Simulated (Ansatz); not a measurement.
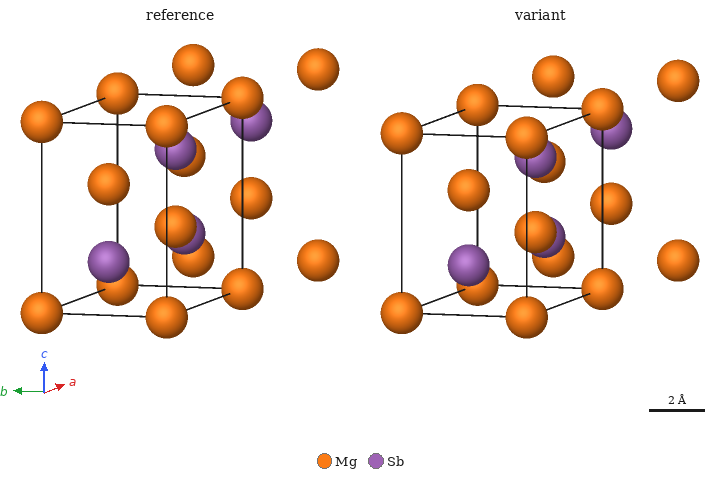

Left: crystalline Mg$_{3}$Sb$_{2}$ (set up in P-3m1). Right: the same structure after one change, at the same scale. A spheres-only model of the cell of the calculation, repeated 2 × 1 × 1 with one cell outlined, seen from a free direction.

Computed with Ansatz, DFT PBE, scalar-relativistic, plane waves, PAW. Settings: plane-wave cutoff 420 eV; k-point mesh 12 × 12 × 6; occupations gaussian; smearing width 0.01 eV; no spin polarisation.

Q: Which change leads from the left to the right?

A: Strain along c alone, −6.0 %, is applied. The other axes are held and the atoms relaxed.

Q: What does the change do?

A: The energy rises by 24.6 meV per atom. The pressure goes from 0.0 to 2.9 GPa. The principal stresses (compression positive) are 5.1 GPa along c and 1.8 GPa across it. The gap on the k-mesh of 0.11 eV closes: the variant is metallic. The volume changes by −6.0 %, with a = b unchanged at 4.594 Å, c 7.274 → 6.838 Å (−6.0 %). The largest moves relative to the cell, 0.048 Å, are those of Mg atoms. By element the largest moves are Mg 0.048 Å, Sb 0.031 Å. Among the bonded contacts that change: Mg–Sb 2.956 → 2.857 Å, Mg–Sb 3.119 → 3.053 Å, Mg–Sb 2.847 → 2.819 Å. The space group stays P-3m1 (No. 164).
